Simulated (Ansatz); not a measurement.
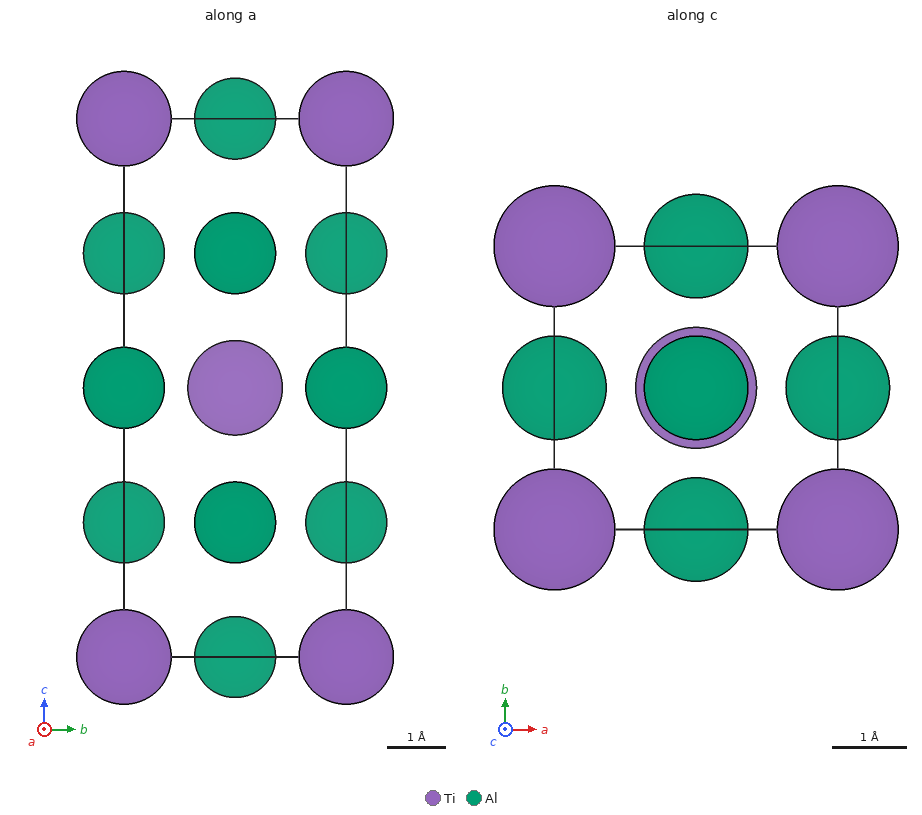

Shown here is a spheres-only view of the crystal, taken along the a axis and along the c axis. The lines enclose the conventional unit cell; boundary atoms appear with their images.

TiAl$_{3}$, space group I4/mmm (No. 139), a = 3.85 Å, b = 3.85 Å, c = 9.31 Å, α = 90.00°, β = 90.00°, γ = 90.00°.

All computed values are from DFT PBE, scalar-relativistic, plane waves, PAW (Ansatz). Settings: a kinetic-energy cutoff of 420 eV, k-points about 0.13 Å⁻¹ apart, Gaussian smearing of 0.15 eV, no spin polarisation.

> Is the electronic structure metallic or gapped?

A metal: bands cross the Fermi level.

> How far is the cell from zero pressure?

The computed pressure is -6.1 GPa (stretched: it would shrink). The stress isn't hydrostatic: its largest component is 13.7 GPa.

It goes back to a structure listed in the Materials Project. The cell was then strained or its atoms displaced on purpose. It was run through Ansatz as a DFT input.

At this level of theory the run's own cell isn't at rest (stretched, at -6 GPa), so its distances can differ from those at equilibrium, the more so the softer the solid.
